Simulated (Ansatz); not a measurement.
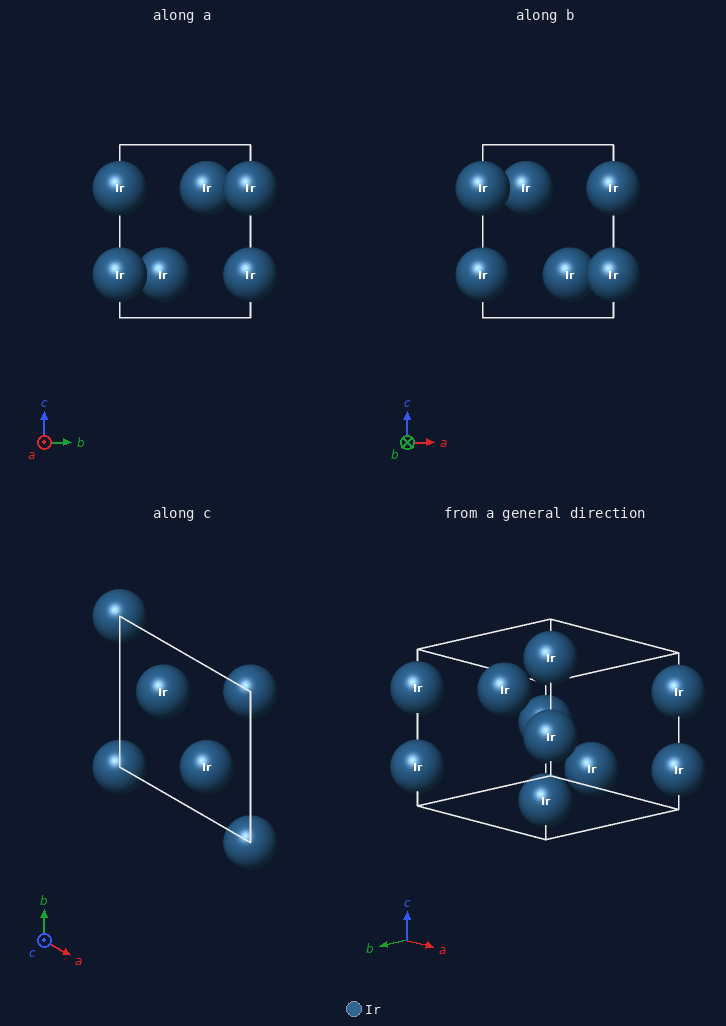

Spheres-only drawing of the structure, looking along the a axis, along the b axis, along the c axis and from a general direction. One conventional unit cell is framed, with atoms on its boundary repeated.

Q: Give the number of atoms in the outlined cell.

A: 4 (iridium), counting shared atoms by their share.

Q: To which lattice type does it belong?

A: Primitive hexagonal.

Q: What is the Hermann-Mauguin symbol of the space group?

A: P6_3/mmc (No. 194), with Ir on 2b and Ir on 2d.

The structure comes from a textbook structure type filled with this element (whether it is the usual form wasn't checked). A relaxation with DFT PBE, scalar-relativistic, plane waves, PAW in Ansatz 0.2.0 gave the geometry drawn.
